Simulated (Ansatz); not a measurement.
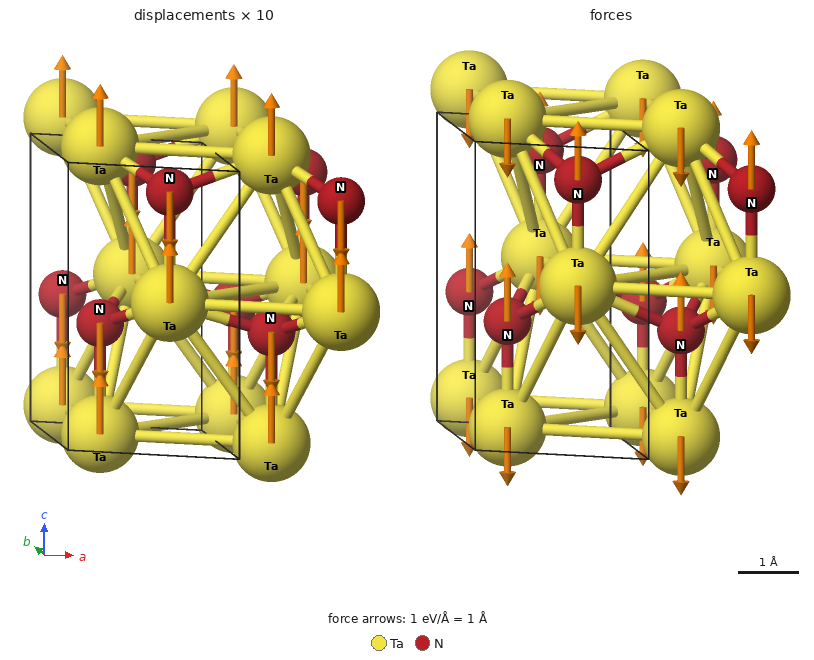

Left: a symmetric starting cell of TaN, with orange arrows for the displacements applied to it (without the part that the change of the cell carries along). Right: the displaced structure with the computed forces. Besides, the cell is strained by +7.3 % along c and +1.3 % across it (volume +10.0 %). The picture is a ball-and-stick view of the cell of the calculation, repeated 2 × 2 × 1 with one cell outlined, seen slightly off an axis.

The calculation used DFT PBEsol, scalar-relativistic, plane waves, PAW (Ansatz 0.2.0). Settings: plane-wave cutoff 420 eV; k-point mesh 15 × 15 × 8; occupations gaussian; smearing width 0.1 eV; no spin polarisation.

Question: Where do the forces point?

Answer: Atoms are displaced by 0.11 Å relative to the cell. No relaxation follows. The starting cell wasn't computed here and needn't be at equilibrium, so pressure and forces aren't due to the change alone. The pressure is 68.2 GPa (not all of it need come from the change, since the unchanged cell can be under pressure at this level too). The principal stresses (compression positive) are 102.8 GPa along c and 50.9 GPa across it. The largest forces, 1 eV/Å, act on Ta and N. The forces point straight back along the displacements (cosine −1.00). Among the bonded contacts that change: Ta–Ta 3.033 → 3.193 Å, N–Ta 1.850 → 1.964 Å, N–Ta 1.902 → 1.825 Å, Ta–Ta 3.050 → 3.088 Å. The space group stays P6_3mc (No. 186).
